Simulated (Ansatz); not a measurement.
System: ZrO2.

Input

```
crystal:
  lattice:
    - [0.0, 2.5450727058, 2.5450727058]
    - [2.5450727058, 0.0, 2.5450727058]
    - [2.5450727058, 2.5450727058, 0.0]
  atoms:
    - { symbol: Zr, position: [0.0, 0.0, 0.0] }
    - { symbol: O, position: [0.25, 0.25, 0.25] }
    - { symbol: O, position: [0.75, 0.75, 0.75] }
basis:
  ecutwfc: 500
kpoints:
  mp_grid: { grid: [8, 8, 8] }
hamiltonian:
  xc: r2scan
scf:
  occupations: { method: gaussian, width: 0.02 }
output:
  forces: true
  stress: true
  eigenvalues: true
  write_density: true
  write_potential: true
  elf: true
  volumetric_format: npy
relax:
  adjacent_minimum: "off"
  f_tol: 0.005
  max_steps: 80
  cell: { stress_tol: 0.05 }
```

Launched as:

```sh
ansatz run input.yaml --threads 2 --pin off --max-ram 5120MiB --backend cpu --events-out ev --progress --plain --runs-dir out
```

Below, planes, directions and counts refer to the conventional cell (a = 5.09 Å, b = 5.09 Å, c = 5.09 Å, α = 90.00°, β = 90.00°, γ = 90.00°).

The fields are those of the run's last geometry, not of the input's.

Space group Fm-3m; a structure from a database of computed crystals, not necessarily the ambient phase.

Method: Ansatz, DFT r2SCAN, scalar-relativistic, plane waves, PAW.

Q: What can the converged valence pseudo-density and electron localisation function tell about the bonding?

A: Zr–O (2.20 Å): ρ is about 0.52 e/Å³ halfway; the ELF peaks at about 0.85 in the valence shell of O, 0.6 Å from its nucleus, and drops to about 0.20 between the two atoms: no localised pair shows between them.

Q: Does the calculation give a band gap?

A: It is gapped, with a Kohn–Sham gap of 3.9 eV on the k-point mesh (the band edges may lie off the mesh, which would make the gap smaller).

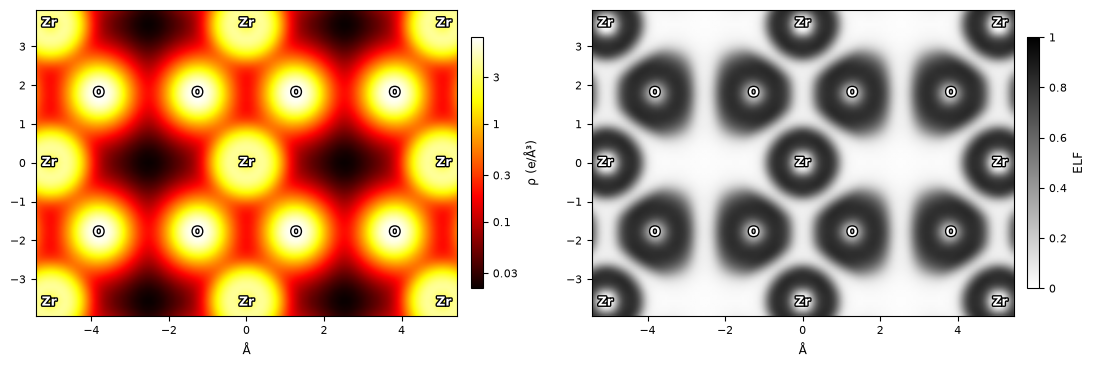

Computed valence pseudo-density and electron localisation function on the (011) plane of the conventional cell, in this order. 

In a PAW calculation such maps are meaningful between the atoms, not at the nuclei.
